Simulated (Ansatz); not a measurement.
Si27C28 (cell charge −1, with a compensating background) (cell with a defect), 55 atoms, a = 8.19 Å, b = 8.19 Å, c = 10.13 Å, α = 90.00°, β = 90.00°, γ = 120.00°.

Spin-polarised.

These are results of DFT PBE, scalar-relativistic, plane waves, PAW in Ansatz, not measurements.

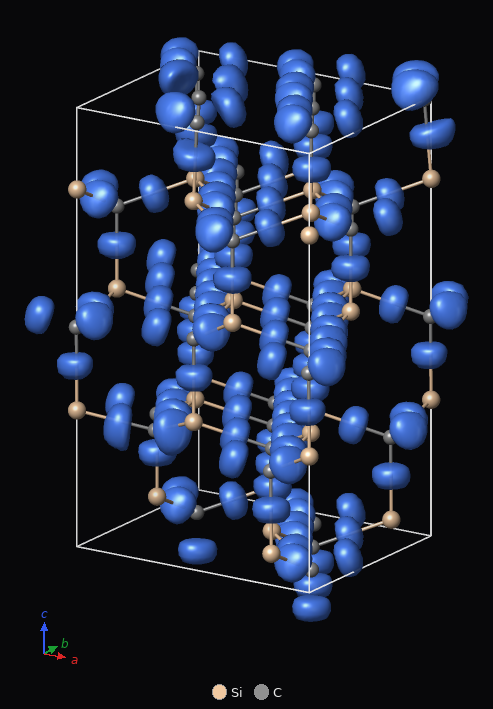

Si27C28 (cell charge −1, with a compensating background) (cell with a defect). Isosurface of the electron localisation function at 0.85 (blue), seen slightly off an axis. Only the valence region is drawn (cores and ρ < 0.01 e/Å³ removed). Sticks mark near contacts.

Core electrons are frozen (PAW), and the valence fields are smoothed inside the atomic spheres.

### Describe the localisation domains.

The ELF exceeds this value in 108 regions between bonded C–Si atoms (shared pairs), counted in one cell of 55 atoms. Regions shared between cells count once. Along the contacts the grid gives the following. Si–C (1.84 Å): the ELF peaks at about 0.95 between the atoms: a shared electron pair. Si–C (1.89 Å): the ELF peaks at about 0.95 between the atoms (localised, covalent bonding).

### Which magnetic arrangement did the calculation end in?

Parallel moments (a ferromagnetic arrangement) in this solution; site moments C: +0.3 μB (×4) in one cell of 55 atoms.
